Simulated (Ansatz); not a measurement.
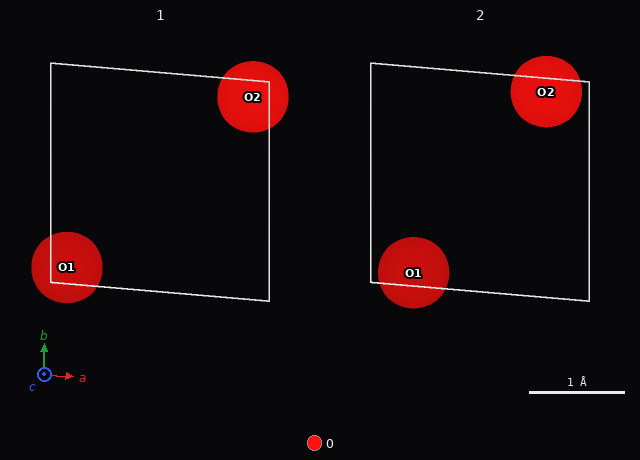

Two geometries of solid O (set up in P-1), drawn at one scale. One is the start of a relaxation, the other its converged end. The picture is a ball-and-stick view of the cell of the calculation, reduced to other axes, seen along the c axis. Lengths and directions refer to the drawn axes.

The calculation used DFT PBE+D3(BJ), scalar-relativistic, plane waves, PAW in Ansatz 0.2.0. (plane-wave cutoff 420 eV; k-point mesh 14 × 14 × 14; occupations gaussian; smearing width 0.15 eV; no spin polarisation; atoms relaxed in a fixed cell; force threshold 0.01 eV/Å; at most 80 steps)

Which of the two is the end point?

Structure 1 is the relaxed one. Case: all atoms moved at random, sigma 0.25 Å for each component; relaxed back. The energy falls by 919 meV per atom in 5 geometry steps. The largest force component goes from 5.6 to 0.00037 eV/Å. The largest moves, 0.29 Å, are those of O1 and O2. O1 goes roughly along [−3 1 0]. The cell doesn't change. Among the contacts that change: O1–O2 1.456 → 1.213 Å. The space group (tolerance 0.01 Å) goes from P-1 (No. 2) to Fmmm (No. 69). The run took 2.1 min on 1 thread of Arm Neoverse V1 (shared host), peak memory 0.6 GiB.
